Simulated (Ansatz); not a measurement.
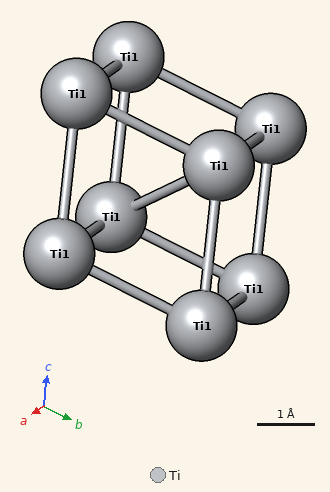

Figure 1. The input geometry of the first run (ball-and-stick view of the cell of the calculation, seen slightly off an axis; atoms are numbered from 1 in the order of the input). An atom can appear more than once, as a periodic image. Near neighbours in the periodic cell (some may lie outside the picture): Ti has 8 Ti at 2.84 Å.

# What a change does: geometry relaxation on Ti

System: Ti (1 atom in the cell).
Method of the first run: Kohn-Sham DFT of a periodic cell, PBE, Ansatz PAW, no spin polarisation (Ansatz 0.2.0).

The structure derives from an entry of the Crystallography Open Database. Text and figures count atoms from 1; the logs count them from 0 in places.

### Input, the first run
```yaml
crystal:
  lattice:
    - [-1.641, 1.641, 1.641]
    - [1.641, -1.641, 1.641]
    - [1.641, 1.641, -1.641]
  atoms:
    - { symbol: Ti, position: [0.0, 0.0, 0.0] }
hamiltonian:
  xc: pbe
  pseudopotentials: { kind: paw }
kpoints:
  mp_grid: { grid: [11, 11, 11] }
scf:
  occupations: { method: fermi_dirac, width: 0.05 }
output:
  forces: true
  stress: true
  eigenvalues: true
relax:
  f_tol: 0.01
  max_steps: 40
  cell: { stress_tol: 0.05 }
```

Launched with:
```bash
ansatz run input.yaml --threads 2 --pin off --max-ram 5632MiB --backend cpu --events-out ev --progress --plain --runs-dir out
```

Hardware: 2 threads of Intel Xeon @ 2.50GHz (Skylake/Cascade Lake), 96 GiB of memory available, shared host.

### Output, shortened to warnings, some set-up lines, iterations and results (the first run)
```
Basis set: ecut = 420 eV, 369 PW (Γ), exchange–correlation on 40×40×40 points (8 copies of the dense FFT grid, shifted against one another)
Symmetry: 48 space group operations
k-points: 56 of 1331
Initial density: superposition of atomic densities (neutral atoms: chi_scale 0, normalization atom), corrected by the library's trained network
[...]
SCF iter   1: F=—  HF=-2499.561204 eV  |F-HF|=—  |Δ(HF+E_count)|=         —  Δρ=2.53e-3  dr2=1.13e-3  ethr=1.77e-3  ⟨swp⟩=4.4  Hψ=2961  notcnv=0
SCF iter   2: F=—  HF=-2499.560885 eV  |F-HF|=—  |Δ(HF+E_count)|=   3.19e-4  Δρ=1.33e-3  dr2=1.66e-4  ethr=9.39e-6  ⟨swp⟩=2.8  Hψ=1390  notcnv=0
SCF iter   3: F=—  HF=-2499.560852 eV  |F-HF|=—  |Δ(HF+E_count)|=   3.34e-5  Δρ=5.17e-4  dr2=1.49e-5  ethr=1.39e-6  ⟨swp⟩=2.4  Hψ=883  notcnv=0
SCF iter   4: F=—  HF=-2499.560871 eV  |F-HF|=—  |Δ(HF+E_count)|=   1.87e-5  Δρ=8.03e-5  dr2=4.75e-7  ethr=1.25e-7  ⟨swp⟩=2.4  Hψ=857  notcnv=0
SCF iter   5: F=-2499.560871 eV  HF=-2499.560871 eV  |F-HF|=1.38e-8  |Δ(HF+E_count)|=   4.89e-7  Δρ=1.03e-5  dr2=1.97e-8  ethr=3.96e-9  ⟨swp⟩=2.0  Hψ=673  notcnv=0
[... 21 lines ...]
SCF iter   3: F=—  HF=-2499.564326 eV  |F-HF|=—  |Δ(HF+E_count)|=  3.02e-10  Δρ=6.47e-6  dr2=1.21e-9  ethr=7.83e-11  ⟨swp⟩=1.8  Hψ=648  notcnv=0
SCF iter   4: F=—  HF=-2499.564326 eV  |F-HF|=—  |Δ(HF+E_count)|=  7.25e-10  Δρ=1.11e-6  dr2=6.31e-11  ethr=1.01e-11  ⟨swp⟩=2.1  Hψ=904  notcnv=0
SCF iter   5: F=-2499.564326 eV  HF=-2499.564326 eV  |F-HF|=4.55e-13  |Δ(HF+E_count)|=  6.37e-11  Δρ=8.19e-8  dr2=1.25e-12  ethr=1.00e-12  ⟨swp⟩=4.6  Hψ=1877  notcnv=0
SCF 5 converged in 5 iterations: F = -2499.564326 eV  dr2 = 1.25e-12
relax step   5: F+E_penalty+E_count = -2499.56432576 eV  Δ(F+E_penalty+E_count) = +4.544e-5 eV  max|allowed force component| = 0.000e0 eV/Å  Δτ_max = 0.0000 Å  P = +0.007 GPa …
basis re-selected at this cell: Δ(F+E_penalty+E_count) = +4.544e-5 eV, ΔP = +0.006 GPa vs the last step (what re-selecting the basis moved, of the pressure what is left beyond the Pulay correction that the steps carried, after the strain that the cell walked since its last selection, with what the …
SCF converged after 5 iterations
Free energy (F): -2499.564326 eV
Harris-Foulkes:  -2499.564326 eV  (|F-HF|=4.55e-13)
Internal energy: -2499.542731 eV  (E = F + TS)
E sigma→0 (E₀):  -2499.553528 eV
Entropy (-TS):   -0.021595 eV (-21.595 meV/atom)
Fermi energy:    13.236057 eV
--- Per-component energies (eV) ---
  E_band       = -155.131057
  E_kinetic    = 272.867503
  E_local      = -809.495892  (includes V_loc(G=0)·N_el)
  E_nonlocal   = 8.449038
  E_hartree    = 333.136291
  E_xc         = -97.475647
  E_vxc        = -121.953496  (∫ρ·V_xc dr)
  E_paw        = -1047.819781  (= ΣΔE_a)
  E_vpaw       = -171.270952  (= ΣTr[D̂ρ^β])
  E_aug_tail   = 0.000119  (compensation charges beyond the density's cutoff)
  E_ewald      = -1159.204362
  E_smearing   = -0.021595  (= −TS)
  E_closure    = -0.000000  (closes the sum)
  Σ components = -2499.564326   (vs F -2499.564326, Δ=0.00e0)
--- Forces (eV/Å), atoms counted from 1 ---
  atom   1  Ti    -0.00000000    -0.00000000     0.00000000
  max |Σ_I F_I| component: 6.57e-32 eV/Å
--- Stress (GPa, compression-positive) ---
        0.006620       0.000000       0.000000
        0.000000       0.006620      -0.000000
       -0.000000       0.000000       0.006620
  P = ⅓ Tr σ = 0.0066 GPa (0.066 kbar)
--- Relaxed structure (4 steps of the walk, 4 accepted, 1 SCFs on fresh bases) ---
  F+E_penalty+E_count = -2499.56432576 eV   max|allowed force component| = 0.000e0 eV/Å   (the final SCF, on the basis selected at the relaxed cell)
  cell:  # Å, volume = 17.2414 Å³
    - [-1.6274370902758784, 1.6274370902758784, 1.6274370902758784]
    - [1.6274370902758784, -1.6274370902758784, 1.6274370902758784]
    - [1.6274370902758784, 1.6274370902758784, -1.6274370902758784]
  atoms:
    - { symbol: Ti, position: [0.0, 0.0, 0.0] }
```

The input of the second run differs as follows (lines with − go, lines with + come):
```diff
+  dispersion: d3bj
```

What does this change do to the results?

The total energies belong to different models, so their difference says nothing on which is more stable or more accurate. The volume per atom goes from 17.24 to 16.29 Å³. The SCF takes 28 iterations over all geometry steps against 21.

### Output, shortened to warnings, some set-up lines, iterations and results (the second run)
```
Basis set: ecut = 420 eV, 369 PW (Γ), exchange–correlation on 40×40×40 points (8 copies of the dense FFT grid, shifted against one another)
Symmetry: 48 space group operations
k-points: 56 of 1331
Initial density: superposition of atomic densities (neutral atoms: chi_scale 0, normalization atom), corrected by the library's trained network
[...]
SCF iter   1: F=—  HF=-2500.151316 eV  |F-HF|=—  |Δ(HF+E_count)|=         —  Δρ=2.53e-3  dr2=1.13e-3  ethr=1.77e-3  ⟨swp⟩=4.4  Hψ=2961  notcnv=0
SCF iter   2: F=—  HF=-2500.150997 eV  |F-HF|=—  |Δ(HF+E_count)|=   3.19e-4  Δρ=1.33e-3  dr2=1.66e-4  ethr=9.39e-6  ⟨swp⟩=2.8  Hψ=1390  notcnv=0
SCF iter   3: F=—  HF=-2500.150963 eV  |F-HF|=—  |Δ(HF+E_count)|=   3.34e-5  Δρ=5.17e-4  dr2=1.49e-5  ethr=1.39e-6  ⟨swp⟩=2.4  Hψ=883  notcnv=0
SCF iter   4: F=—  HF=-2500.150982 eV  |F-HF|=—  |Δ(HF+E_count)|=   1.87e-5  Δρ=8.03e-5  dr2=4.75e-7  ethr=1.25e-7  ⟨swp⟩=2.4  Hψ=857  notcnv=0
SCF iter   5: F=-2500.150982 eV  HF=-2500.150982 eV  |F-HF|=1.38e-8  |Δ(HF+E_count)|=   4.89e-7  Δρ=1.03e-5  dr2=1.97e-8  ethr=3.96e-9  ⟨swp⟩=2.0  Hψ=673  notcnv=0
[... 30 lines ...]
SCF iter   3: F=—  HF=-2500.188253 eV  |F-HF|=—  |Δ(HF+E_count)|=   8.47e-8  Δρ=1.36e-5  dr2=2.29e-8  ethr=5.53e-10  ⟨swp⟩=2.0  Hψ=670  notcnv=0
SCF iter   4: F=—  HF=-2500.188253 eV  |F-HF|=—  |Δ(HF+E_count)|=   5.21e-9  Δρ=3.71e-6  dr2=5.23e-10  ethr=1.91e-10  ⟨swp⟩=2.1  Hψ=823  notcnv=0
SCF iter   5: F=-2500.188253 eV  HF=-2500.188253 eV  |F-HF|=4.55e-13  |Δ(HF+E_count)|=  7.26e-10  Δρ=4.22e-8  dr2=9.72e-14  ethr=1.00e-12  ⟨swp⟩=3.0  Hψ=2325  notcnv=0
SCF 6 converged in 5 iterations: F = -2500.188253 eV  dr2 = 9.72e-14
relax step   6: F+E_penalty+E_count = -2500.18825259 eV  Δ(F+E_penalty+E_count) = +2.221e-4 eV  max|allowed force component| = 0.000e0 eV/Å  Δτ_max = 0.0000 Å  P = +0.026 GPa …
basis re-selected at this cell: Δ(F+E_penalty+E_count) = +2.221e-4 eV, ΔP = +0.025 GPa vs the last step (what re-selecting the basis moved, of the pressure what is left beyond the Pulay correction that the steps carried, after the strain that the cell walked since its last selection, with what the …
SCF converged after 5 iterations
Free energy (F): -2500.188253 eV
Harris-Foulkes:  -2500.188253 eV  (|F-HF|=4.55e-13)
Internal energy: -2500.169509 eV  (E = F + TS)
E sigma→0 (E₀):  -2500.178881 eV
Entropy (-TS):   -0.018744 eV (-18.744 meV/atom)
Fermi energy:    14.144610 eV
--- Per-component energies (eV) ---
  E_band       = -143.307071
  E_kinetic    = 274.470891
  E_local      = -778.204695  (includes V_loc(G=0)·N_el)
  E_nonlocal   = 8.616774
  E_hartree    = 323.082437
  E_xc         = -97.976904
  E_vxc        = -122.635668  (∫ρ·V_xc dr)
  E_paw        = -1048.091419  (= ΣΔE_a)
  E_vpaw       = -171.719389  (= ΣTr[D̂ρ^β])
  E_aug_tail   = 0.000141  (compensation charges beyond the density's cutoff)
  E_ewald      = -1181.423818
  E_disp       = -0.642916  (pairwise vdW)
  E_smearing   = -0.018744  (= −TS)
  E_closure    = 0.000000  (closes the sum)
  Σ components = -2500.188253   (vs F -2500.188253, Δ=0.00e0)
--- Forces (eV/Å), atoms counted from 1 ---
  atom   1  Ti    -0.00000000    -0.00000000     0.00000000
  max |Σ_I F_I| component: 7.81e-32 eV/Å
--- Stress (GPa, compression-positive) ---
        0.025769       0.000000      -0.000000
       -0.000000       0.025769      -0.000000
        0.000000      -0.000000       0.025769
  P = ⅓ Tr σ = 0.0258 GPa (0.258 kbar)
--- Relaxed structure (5 steps of the walk, 5 accepted, 1 SCFs on fresh bases) ---
  F+E_penalty+E_count = -2500.18825259 eV   max|allowed force component| = 0.000e0 eV/Å   (the final SCF, on the basis selected at the relaxed cell)
  cell:  # Å, volume = 16.2868 Å³
    - [-1.5968293048381421, 1.5968293048381421, 1.5968293048381421]
    - [1.5968293048381421, -1.5968293048381421, 1.5968293048381421]
    - [1.5968293048381421, 1.5968293048381421, -1.5968293048381421]
  atoms:
    - { symbol: Ti, position: [0.0, 0.0, 0.0] }
```

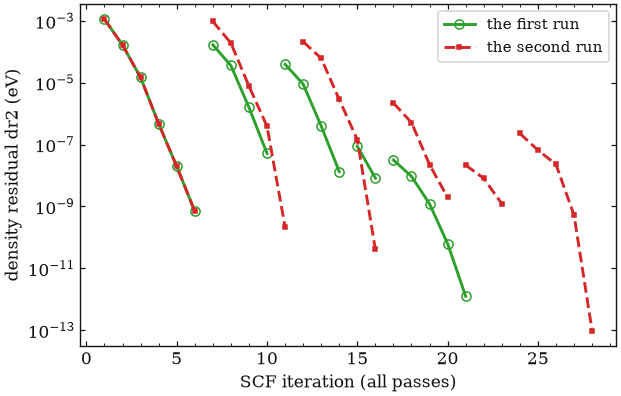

Figure 2. Convergence of the two runs: density residual dr2 against the SCF iteration. A break in a curve parts two SCF passes. The first run takes 21 iterations in all, and the second run takes 28.

### The two runs side by side

```tsv
quantity	the first run	the second run
outcome	converged	converged
free energy per atom (eV)	−2499.5643	−2500.1883
energy per atom, smearing taken to zero (eV)	−2499.5535	−2500.1789
gap on the mesh (eV)	0.00	0.00
pressure (GPa)	0.01	0.03
volume per atom (Å³)	17.24	16.29
largest force (eV/Å)	0.000	0.000
SCF iterations	21	28
irreducible k-points	56	56
wall time (shared host)	2.8 s	3.4 s
```
